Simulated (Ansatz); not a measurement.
```
CELL_PARAMETERS angstrom
3.12118 0.00000 0.00000
-1.56059 2.70302 0.00000
0.00000 0.00000 30.68235
ATOMIC_POSITIONS crystal
Ta 0.33333 0.66667 0.04011
Ta 0.00000 0.00000 0.37344
Ta 0.66667 0.33333 0.70677
Ta 0.33333 0.66667 0.29114
Ta 0.00000 0.00000 0.62447
Ta 0.66667 0.33333 0.95780
Ta 0.00000 0.00000 0.20983
Ta 0.66667 0.33333 0.54316
Ta 0.33333 0.66667 0.87649
Ta 0.66667 0.33333 0.12777
Ta 0.33333 0.66667 0.46110
Ta 0.00000 0.00000 0.79443
C 0.33333 0.66667 0.16903
C 0.00000 0.00000 0.50237
C 0.66667 0.33333 0.83570
C 0.66667 0.33333 0.32904
C 0.33333 0.66667 0.66237
C 0.00000 0.00000 0.99570
C 0.00000 0.00000 0.08476
C 0.66667 0.33333 0.41809
C 0.33333 0.66667 0.75143
```

Space group R3m; a structure from a database of computed crystals, not necessarily the ambient phase; not relaxed (largest force 0.5 eV/Å); computed pressure about −11 GPa in this cell.

Level of theory: DFT LDA, scalar-relativistic, plane waves, PAW in Ansatz 0.2.0.

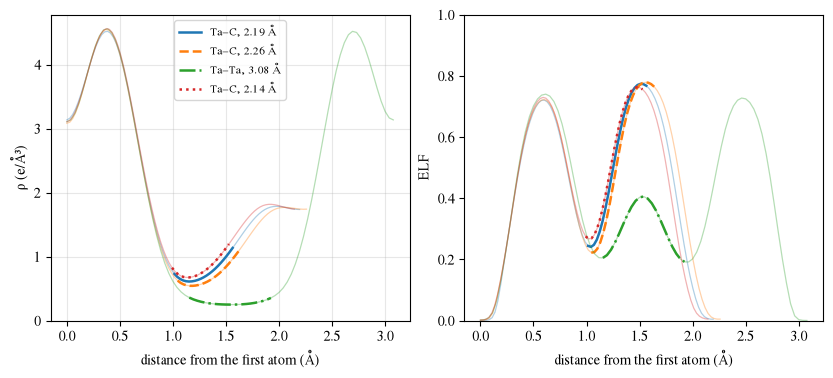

Ta$_{4}$C$_{3}$. Valence charge density (pseudo) and electron localisation function along straight lines between neighbouring atoms. Thin, pale parts lie inside the atomic spheres.

The density is the valence pseudo-density of a PAW calculation; it isn't the true density close to the nuclei.

Question: What can be read from the curves?

Answer: Ta–C (2.19 Å): ρ at the midpoint is about 0.63 e/Å³; the ELF peaks at about 0.75 in the valence shell of C, 0.7 Å from its nucleus, and is about 0.25 at the midpoint.
Ta–C (2.26 Å): the density is about 0.55 e/Å³ at the midpoint; the ELF peaks at about 0.80 in the valence shell of C, 0.7 Å from its nucleus, and is about 0.25 at the midpoint.
Ta–Ta (3.08 Å): ρ at the midpoint is about 0.25 e/Å³; the ELF is about 0.40 at the midpoint.
Ta–C (2.14 Å): the density is about 0.7 e/Å³ at the midpoint; the ELF peaks at about 0.75 in the valence shell of C, 0.7 Å from its nucleus, and is about 0.30 at the midpoint.
